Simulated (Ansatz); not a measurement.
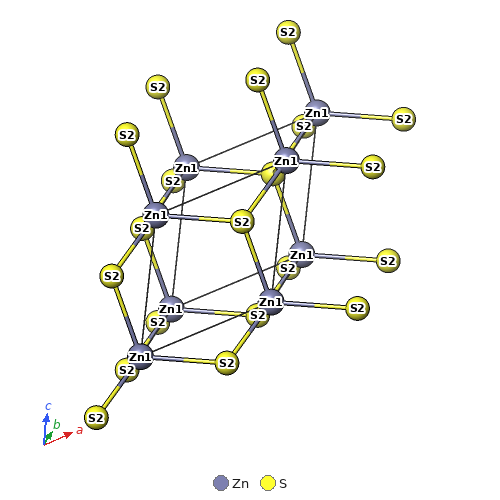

The system is ZnS (F-43m, No. 216; 2 atoms in the cell); the picture shows the reference structure. The cell is strained homogeneously, by one strain along x and y and another along z, with fractional coordinates fixed (x, y and z along the cube axes). The first coordinate is: strain along x and y; the second: strain along z. Grid: 5 × 5 points. Points are written as (first, second). All energies are given in meV/atom relative to the lowest grid point. The reference cell is the one listed in the database, not relaxed at this level. Level of theory: DFT r2SCAN, scalar-relativistic, plane waves, PAW (Ansatz). Settings: cutoff 500 eV, k-mesh 8×8×8, gaussian smearing 0.05 eV, no spin polarisation.

Its coordinates:

```
CELL_PARAMETERS angstrom
0.00000 2.70465 2.70465
2.70465 0.00000 2.70465
2.70465 2.70465 0.00000
ATOMIC_POSITIONS crystal
Zn 0.00000 0.00000 0.00000
S 0.75000 0.75000 0.75000
```

Range: strain along x and y from −8 to 8 %; strain along z from −8 to 8 %.

Question: What will the energy surface look like?

Answer: The lowest grid point is at (0 %, 0 %). It is the only kind of minimum in the scanned range. The highest grid point, (−8 %, −8 %), lies 331 meV/atom above the lowest. Round the minimum the valley is strongly tilted: raising strain along x and y shifts the best value of strain along z downwards (coupling k₁₂/√(k₁₁k₂₂) about 0.7). The gap on the k-mesh is 2.7 eV at the lowest point and runs from 1.7 to 3.2 eV over the map.

```
strain along z ↓, strain along x and y →   −8   −4   0    4    8
                                       8   81   28  47  120  233
                                       4   96   16  14   72  174
                                       0  140   27   0   38  127
                                      −4  218   64   6   22   92
                                      −8  331  130  35   22   72
```

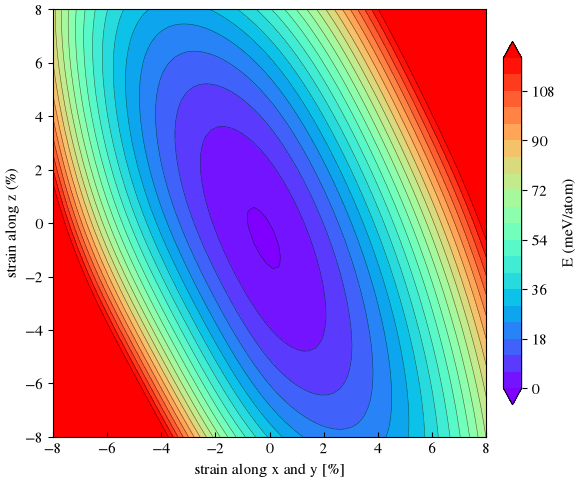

The picture shows filled contours, one colour for all values above the top of the scale. Between grid points the surface is interpolated.
